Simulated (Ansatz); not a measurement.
The calculation's input:

```
crystal:
  lattice:
    - [0.0, 3.2194288244, 3.2194288244]
    - [3.2194288244, 0.0, 3.2194288244]
    - [3.2194288244, 3.2194288244, 0.0]
  atoms:
    - { symbol: Mg, position: [0.0, 0.0, 0.0] }
    - { symbol: Te, position: [0.25, 0.25, 0.25] }
basis:
  ecutwfc: 420
kpoints:
  mp_grid: { grid: [4, 4, 4] }
  band_path:
    path:
      - [0.0, 0.0, 0.0]
      - [-0.5, -0.5, 0.0]
      - [-0.375, -0.375, 0.25]
      - [-0.375, 0.0, 0.375]
      - [0.0, 0.0, 0.5]
      - [-0.5, -0.25, 0.25]
    npoints: 1
hamiltonian:
  xc: hse06
scf:
  occupations: { method: fixed }
  n_extra_bands: 4
output:
  eigenvalues: true
  write_density: true
  write_potential: true
  elf: true
  volumetric_format: npy
```

Launched as:

```sh
ansatz run input.yaml --threads 2 --pin off --max-ram 5120MiB --backend cpu --events-out ev --progress --plain --runs-dir out
```

Below, planes, directions and counts refer to the conventional cell (a = 6.44 Å, b = 6.44 Å, c = 6.44 Å, α = 90.00°, β = 90.00°, γ = 90.00°).

Space group F-43m; a generated structure, not necessarily the stable one.

Computed with DFT HSE06, scalar-relativistic, plane waves, PAW (Ansatz).

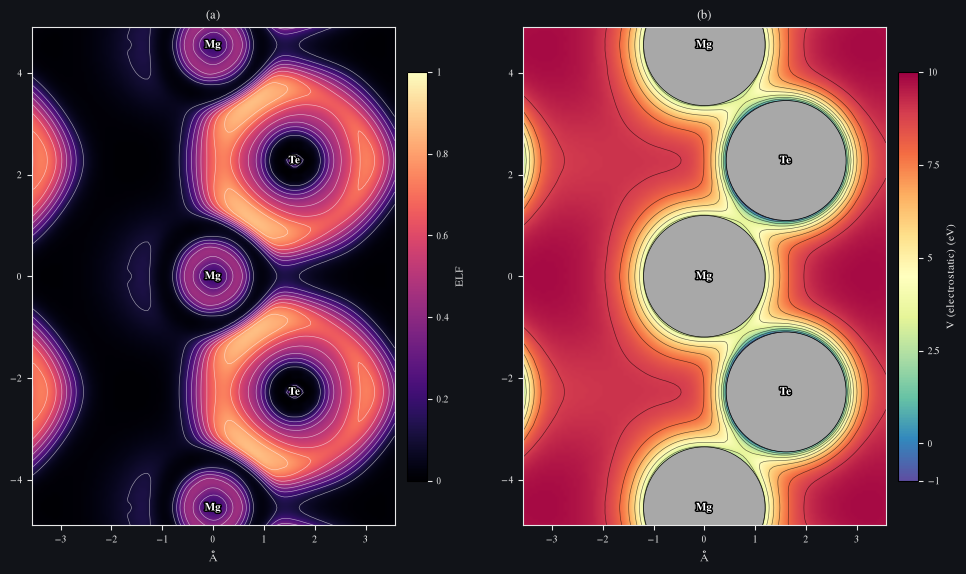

MgTe. (a) ELF; (b) electrostatic potential energy of an electron on the (101) plane of the conventional cell. Grey discs cover the atomic cores in the potential map.

Q: What do the fields say about this system?

A: The section cuts through Mg and Te sites. Mg–Te (2.79 Å): the ELF peaks at about 0.85 in the valence shell of Te, 1.4 Å from its nucleus, and is about 0.85 at the midpoint. Outside the cores the potential energy rises away from the atoms and is highest about 2.8 Å from the nearest atoms; its zero is arbitrary.

Q: Metal or insulator at this level of theory?

A: It is gapped, with a Kohn–Sham gap of 3.3 eV on the k-point mesh (the band edges may lie off the mesh, which would make the gap smaller).
